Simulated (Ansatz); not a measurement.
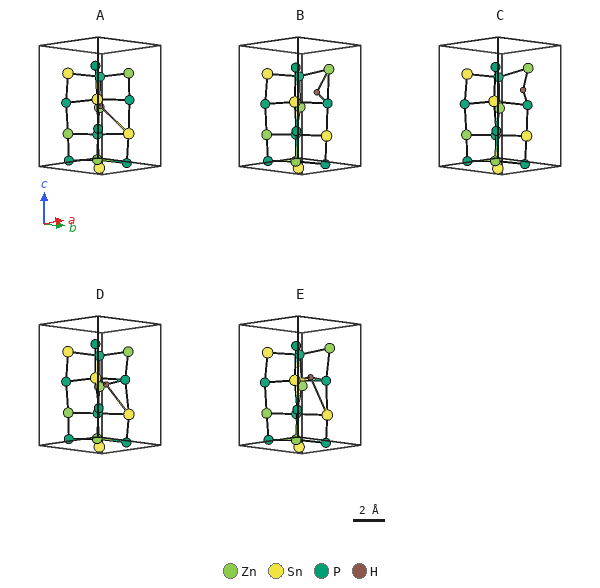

5 geometries from one relaxation of a defect cell of composition Zn4Sn4P8H (cell charge +1), in shuffled order. A ball-and-stick model of the cell of the calculation (origin shifted), seen from a free direction.

Case: H interstitial, charge +1, atoms relaxed.

Theory: DFT PBE, scalar-relativistic, plane waves, PAW in Ansatz 0.2.0. Settings: plane-wave cutoff 420 eV; k-point mesh 2 × 2 × 2; occupations gaussian; smearing width 0.02 eV; mesh shifted by (0.5, 0.5, 0.5); no spin polarisation; atoms relaxed in a fixed cell; force threshold 0.02 eV/Å; at most 60 steps.

### Order the frames from highest to lowest energy.

A, D, E, B, C. They are steps 0, 3, 7, 10, 16, at +2.057 eV per cell of the calculation, +0.586 eV per cell of the calculation, +0.322 eV per cell of the calculation, +87.9 meV per cell of the calculation relative to the last. After 16 geometry steps the energy has fallen by 2.057 eV per cell of the calculation. The largest force component goes from 0.53 to 0.012 eV/Å. The H atom moves most: 1.92 Å along [2 1 1]. Largest moves by element: H 1.92 Å, Zn 0.52 Å, P 0.43 Å, Sn 0.27 Å. The cell stays as it was. Near-neighbour distances that change, for instance: H–Zn 2.917 → 1.955 Å, P–Zn 2.400 → 3.328 Å, H–P 2.326 → 1.434 Å, H–Sn 2.650 → 3.115 Å. New bonds form, among them: H–P (2.33 → 1.43 Å). Bonds break, among them: P–Zn (2.40 → 3.33 Å). Bond angles that change, for instance: Zn–P–Zn 114.5° → 98.6°, Zn–P–Sn 109.2° → 93.3°, P–Zn–P 110.8° → 97.8°. Cost: 51 s on 4 threads of INTEL(R) XEON(R) PLATINUM 8581C CPU @ 2.30GHz (Emerald Rapids), on a shared host, peak memory 1 GiB.

Limits of the set-up: the periodic images lie only 7.0 Å apart, so the values are limited by the cell's size; the cell is charged, on a uniform background, and energies carry no finite-size correction.
